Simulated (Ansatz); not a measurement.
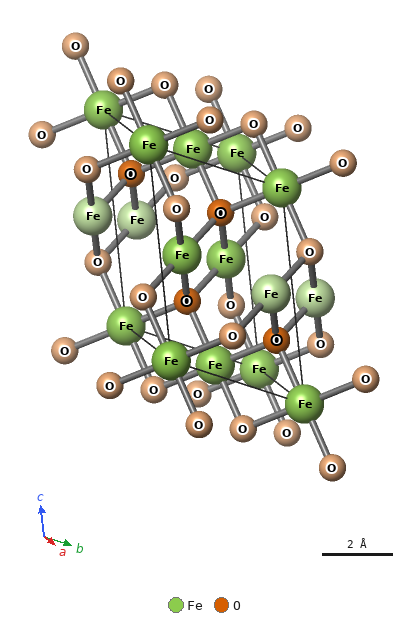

Figure 1. The structure as given in the input (ball-and-stick view of the cell of the calculation, seen slightly off an axis; neighbours outside the cell are drawn fainter). Near neighbours in the crystal (not all of them lie inside the picture): Fe has 4 O at 2.05 Å; O has 4 Fe at 2.05 Å.

**Single-point calculation of FeO (part 1 of 2)**

FeO (P4₂/mmc, 8 atoms in the cell), computed with DFT PBE+U, scalar-relativistic, plane waves, PAW, Ueff = 5.3 eV on Fe d, spin-polarised (Ansatz 0.2.0).

The structure derives from a Materials Project entry. Figures and captions count atoms from 1; the log counts them from 0 in places.

Input:
```yaml
crystal:
  lattice:
    - [0.0, -4.307541779, 0.0]
    - [4.307541779, 0.0, 0.0]
    - [-2.1537708895, 2.1537708895, 5.464211507]
  atoms:
    - { symbol: Fe, position: [0.0, 0.0, 0.0], spin: -4.0 }
    - { symbol: Fe, position: [0.75, 0.25, 0.5], spin: -4.0 }
    - { symbol: Fe, position: [0.5, 0.5, 0.0], spin: 4.0 }
    - { symbol: Fe, position: [0.25, 0.75, 0.5], spin: 4.0 }
    - { symbol: O, position: [0.124993, 0.125, 0.75] }
    - { symbol: O, position: [0.625007, 0.625, 0.75] }
    - { symbol: O, position: [0.375, 0.374993, 0.25] }
    - { symbol: O, position: [0.875, 0.875007, 0.25] }
magnetization:
  spin_polarized: true
basis:
  ecutwfc: 420
  fft_grid_basis: typed
kpoints:
  mp_grid: { grid: [6, 6, 6] }
hamiltonian:
  xc: pbe
  hubbard: { sites: [{ species: Fe, l: d, u_eff: 5.3 }] }
scf:
  occupations: { method: gaussian, width: 0.05 }
output:
  forces: true
  stress: true
  eigenvalues: true
  bader: true
  write_density: true
  volumetric_format: npy
  populations: true
  elf: true
```

Hardware: 2 threads of Intel Xeon @ 2.50GHz (Skylake/Cascade Lake), 189 GiB of memory available, shared host.

Run as:
```bash
ansatz run input.yaml --threads 2 --pin off --max-ram 4096MiB --backend cpu --events-out ev --progress --plain --runs-dir out
```

Output:
```
Fe: projections on atomic orbitals take those of the free atom [Ne] 3s2 3p6 3d6 4s2, of charge +0.00 (hamiltonian.pseudopotentials.projection_atoms); the dataset's partial waves leave at most 1.1e-6 of an orbital's norm unspanned inside its sphere
O: projections on atomic orbitals take those of the free atom [He] 2s2 2p4, of charge +0.00 (hamiltonian.pseudopotentials.projection_atoms); the dataset's partial waves leave at most 1.9e-8 of an orbital's norm unspanned inside its sphere
Engine: ansatz 0.2.0, x86_64-unknown-linux-gnu
Pseudopotentials: kind: paw
Pseudopotential: Fe, paw, valence charge 16, recommended cutoff 420 eV (normal), Fe.paw.azcp
Pseudopotential: O, paw, valence charge 6, recommended cutoff 420 eV (normal), O.paw.azcp
Functional definition: PBE
  parameter kappa = 0.804
  parameter beta = 0.06672455060314922
  exchange = pbe_x(kappa = kappa, mu = beta*pi^2/3)
  correlation = pbe_c(beta = beta)
Crystal: 8 atoms, lattice volume = 101.388 Å³
Basis set: ecut = 420 eV, 1979 PW (Γ), exchange–correlation on 60×60×90 points (8 copies of the dense FFT grid, shifted against one another)
Bands: 63, of which v1, the nominal top of the filled ones, is band 44 counted from 1 (43 counted from 0)
Symmetry: 8 space group operations
Space group: I4122 (ITA 98), of the structure as read, at distance tolerance 4.7e-5 Å
Magnetic group: BNS 98.157 (UNI 817), of the structure as read, at distance tolerance 2.3e-5 Å
k-points: 30 of 216 (time reversal used)
Non-local potential: Fe, projectors of the file, l = 0: 3, l = 1: 2, l = 2: 3, l = 3: 1
Non-local potential: O, projectors of the file, l = 0: 2, l = 1: 2, l = 2: 1
PAW form: soft (Blöchl's): semilocal exchange-correlation on the pseudo side does not see the compensation charge
PAW one-centre angular grid: Fe, 590 points (default); XC on 64 Gauss nodes
PAW one-centre angular grid: O, 110 points (default); XC on 64 Gauss nodes
Initial density: superposition of atomic densities (chi_scale 0.1, normalization cell, long waves kept (reshape's long-wave potential 0.00 eV rms))
Starting moments: Σ|m| = 16 μB on 4 of 8 sites
Initial wavefunctions: pseudopotential atomic-orbital guess
Functional: x = pbe(κ = 0.804, μ = 0.2195149727645171), c = pbe(β = 0.06672455060314922)
SCF iter   1: F=—  HF=-20177.958180 eV  |F-HF|=—  |Δ(HF+E_count)|=         —  Δρ=7.70e-2 (↑7.70e-2 ↓7.70e-2)  dr2=1.58e1  dr2_m=7.89e-1  M=-0.000 μB ∫|m|=14.215 μB  β_m=0.30  ethr=3.10e-3  ⟨swp⟩=5.0  Hψ=12526  notcnv=0  defer=39
preconditioner: auto → Resta (q_TF=auto, 2.665 Å⁻¹)  ε∞=6.4  [insulator: Δε(μ)=0.059 eV  Ē_g=11.898 eV  σ=0.050 eV  W_gap=0.58  n_scr=32 (ndim 8)  ℏωp=27.6 eV  f_vac=0.000  D(μ)=2.42/eV (n_scr^D=14)  ε∞_Penn≈6.4]
spin=Collinear: Resta preconditioning applied to the charge; magnetization (m = ρ↑ − ρ↓) channel mixes plain (no charge-response kernel on spin).
SCF iter   2: F=—  HF=-20178.239636 eV  |F-HF|=—  |Δ(HF+E_count)|=   2.81e-1  Δρ=4.11e-2 (↑4.11e-2 ↓4.11e-2)  dr2=1.55e0  dr2_m=7.93e-1  M=0.000 μB ∫|m|=15.471 μB  β_m=1.00  ethr=3.10e-3  ⟨swp⟩=3.0  Hψ=7910  notcnv=0  defer=538
SCF iter   3: F=—  HF=-20180.240772 eV  |F-HF|=—  |Δ(HF+E_count)|=    2.00e0  Δρ=2.31e-2 (↑2.31e-2 ↓2.31e-2)  dr2=9.29e-1  dr2_m=1.06e-2  M=0.000 μB ∫|m|=15.446 μB  β_m=1.00  ethr=1.76e-3  ⟨swp⟩=2.8  Hψ=7100  notcnv=0  defer=642
SCF iter   4: F=—  HF=-20181.604288 eV  |F-HF|=—  |Δ(HF+E_count)|=    1.36e0  Δρ=1.16e-2 (↑1.16e-2 ↓1.16e-2)  dr2=2.43e-1  dr2_m=3.78e-3  M=0.000 μB ∫|m|=15.513 μB  β_m=1.00  ethr=1.06e-3  ⟨swp⟩=2.4  Hψ=6610  notcnv=0  defer=652
SCF iter   5: F=—  HF=-20182.189369 eV  |F-HF|=—  |Δ(HF+E_count)|=   5.85e-1  Δρ=8.45e-3 (↑8.45e-3 ↓8.45e-3)  dr2=1.61e-1  dr2_m=5.41e-3  M=0.000 μB ∫|m|=15.414 μB  β_m=0.30  ethr=2.77e-4  ⟨swp⟩=2.9  Hψ=6278  notcnv=0  defer=652
SCF iter   6: F=—  HF=-20182.564544 eV  |F-HF|=—  |Δ(HF+E_count)|=   3.75e-1  Δρ=3.04e-3 (↑3.04e-3 ↓3.04e-3)  dr2=1.32e-2  dr2_m=6.12e-3  M=0.000 μB ∫|m|=15.409 μB  β_m=0.30  ethr=1.82e-4  ⟨swp⟩=2.0  Hψ=5844  notcnv=0  defer=654
Mixer restart at iter 6: flushing history
spin-set hold released at iteration 6 (site moments contracting): the magnetisation degrees of freedom join the quasi-Newton model from the next iteration; the mixer history was flushed
SCF iter   7: F=—  HF=-20182.762533 eV  |F-HF|=—  |Δ(HF+E_count)|=   1.98e-1  Δρ=3.21e-3 (↑3.21e-3 ↓3.21e-3)  dr2=1.06e-2  dr2_m=7.68e-3  M=0.000 μB ∫|m|=15.386 μB  β_m=0.65  ethr=1.50e-5  ⟨swp⟩=2.2  Hψ=4924  notcnv=0  defer=654
SCF iter   8: F=—  HF=-20183.008411 eV  |F-HF|=—  |Δ(HF+E_count)|=   2.46e-1  Δρ=1.57e-3 (↑1.57e-3 ↓1.57e-3)  dr2=2.36e-3  dr2_m=1.80e-3  M=0.000 μB ∫|m|=15.331 μB  β_m=0.81  ethr=1.21e-5  ⟨swp⟩=2.2  Hψ=7520  notcnv=0  defer=638
SCF iter   9: F=—  HF=-20183.009657 eV  |F-HF|=—  |Δ(HF+E_count)|=   1.25e-3  Δρ=6.20e-4 (↑6.18e-4 ↓6.20e-4)  dr2=8.06e-4  dr2_m=1.02e-4  M=0.000 μB ∫|m|=15.326 μB  β_m=0.78  ethr=2.68e-6  ⟨swp⟩=2.0  Hψ=5402  notcnv=0  defer=638
SCF iter  10: F=—  HF=-20183.009754 eV  |F-HF|=—  |Δ(HF+E_count)|=   9.73e-5  Δρ=2.85e-4 (↑2.85e-4 ↓2.85e-4)  dr2=2.44e-4  dr2_m=1.03e-5  M=0.000 μB ∫|m|=15.329 μB  β_m=0.77  ethr=9.15e-7  ⟨swp⟩=2.0  Hψ=4814  notcnv=0  defer=638
SCF iter  11: F=—  HF=-20183.009798 eV  |F-HF|=—  |Δ(HF+E_count)|=   4.36e-5  Δρ=1.03e-4 (↑1.03e-4 ↓1.03e-4)  dr2=2.21e-5  dr2_m=3.55e-6  M=0.000 μB ∫|m|=15.327 μB  β_m=0.89  ethr=2.77e-7  ⟨swp⟩=2.0  Hψ=4582  notcnv=0  defer=638
SCF iter  12: F=—  HF=-20183.009825 eV  |F-HF|=—  |Δ(HF+E_count)|=   2.73e-5  Δρ=8.23e-5 (↑8.23e-5 ↓8.22e-5)  dr2=6.97e-6  dr2_m=2.14e-6  M=0.000 μB ∫|m|=15.327 μB  β_m=0.94  ethr=2.51e-8  ⟨swp⟩=2.0  Hψ=5542  notcnv=0  defer=638
SCF iter  13: F=—  HF=-20183.009850 eV  |F-HF|=—  |Δ(HF+E_count)|=   2.41e-5  Δρ=5.30e-5 (↑5.30e-5 ↓5.29e-5)  dr2=2.39e-6  dr2_m=1.08e-6  M=0.000 μB ∫|m|=15.327 μB  β_m=0.97  ethr=7.92e-9  ⟨swp⟩=2.2  Hψ=5818  notcnv=0  defer=638
SCF iter  14: F=—  HF=-20183.009876 eV  |F-HF|=—  |Δ(HF+E_count)|=   2.67e-5  Δρ=3.39e-5 (↑3.39e-5 ↓3.39e-5)  dr2=2.82e-6  dr2_m=1.70e-7  M=0.000 μB ∫|m|=15.328 μB  β_m=0.99  ethr=2.71e-9  ⟨swp⟩=2.7  Hψ=5998  notcnv=0  defer=638
SCF iter  15: F=—  HF=-20183.009880 eV  |F-HF|=—  |Δ(HF+E_count)|=   4.20e-6  Δρ=4.92e-6 (↑4.92e-6 ↓4.60e-6)  dr2=3.03e-8  dr2_m=7.05e-9  M=0.000 μB ∫|m|=15.327 μB  β_m=0.92  ethr=1.14e-10  ⟨swp⟩=10.0  Hψ=22095  notcnv=0
SCF iter  16: F=-20183.009881 eV  HF=-20183.009881 eV  |F-HF|=8.63e-9  |Δ(HF+E_count)|=   1.81e-7  Δρ=2.90e-6 (↑2.67e-6 ↓2.90e-6)  dr2=1.77e-8  dr2_m=6.25e-10  M=0.000 μB ∫|m|=15.327 μB  ethr=3.44e-11  ⟨swp⟩=4.4  Hψ=11810  notcnv=0
SCF 1 converged in 16 iterations: F = -20183.009881 eV  dr2 = 1.77e-8
  greatest PAW one-centre occupation: 1.004 electrons in one spin orbital (limit 2), on the Fe atom at site 0 (counted from 0), in its partial waves of l = 1
Symmetry: 2 space group operations
k-points: 68 of 216 (time reversal used)
Initial density: read from a saved state, or passed on in memory by an earlier SCF of this step, an earlier step, the calling program or the single point that the run made first
Starting moments: Σ|m| = 16 μB on 4 of 8 sites; this step starts from the density that it was given
Initial wavefunctions: those read from a saved state, or passed on in memory by an earlier step or the calling program
iter 1 solved again at ethr=2.01e-11 eV; its pass at ethr=1.14e-6 eV (dr2=1.77e-8 eV) is discarded
```
